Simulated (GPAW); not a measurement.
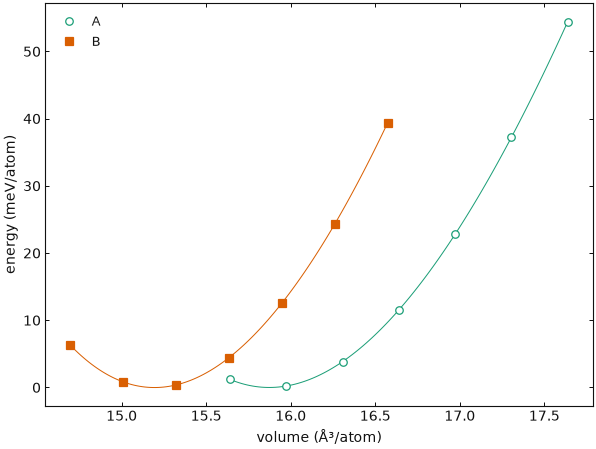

The figure compares two calculations of the energy against volume, each curve from its own zero. The first is for Al₃Au, space group I4/mmm (No. 139).

The cell holds 4 atoms.

Calculation (GPAW 26.7.0): PAW DFT in plane waves, on a grid or in atomic orbitals, no spin polarisation; energies at scaled volumes of the given cell, shape and fractions fixed, counted from the fit's minimum, third-order Birch-Murnaghan fit. Level: LDA.

- k mesh: 8×8×8
- occupations: Fermi–Dirac
- smearing width: 0.05 eV
- potentials: GPAW PAW data sets (gpaw data 1.2.1)
- wave cutoff: 600 eV
- program settings: basis pw

In the second, Au is replaced by Ti on all its sites, which gives TiAl₃ in the same structure.

Which of A and B is the second calculation, and what did the change do?

B. The equilibrium volume falls from 15.87 to 15.19 Å³/atom (−4.3 %) and the bulk modulus rises from 110 to 117 GPa (+6.4 %).

For Al₃Au, limits of the calculation: spin-orbit coupling left out, heavy elements; shape and atomic fractions are frozen while scaling, which makes layered, chain and framework solids too stiff.

For TiAl₃, limits of the calculation: coarse k mesh; shape and atomic fractions are frozen while scaling, which makes layered, chain and framework solids too stiff.

V0 and the bulk modulus come from third-order Birch–Murnaghan fits.
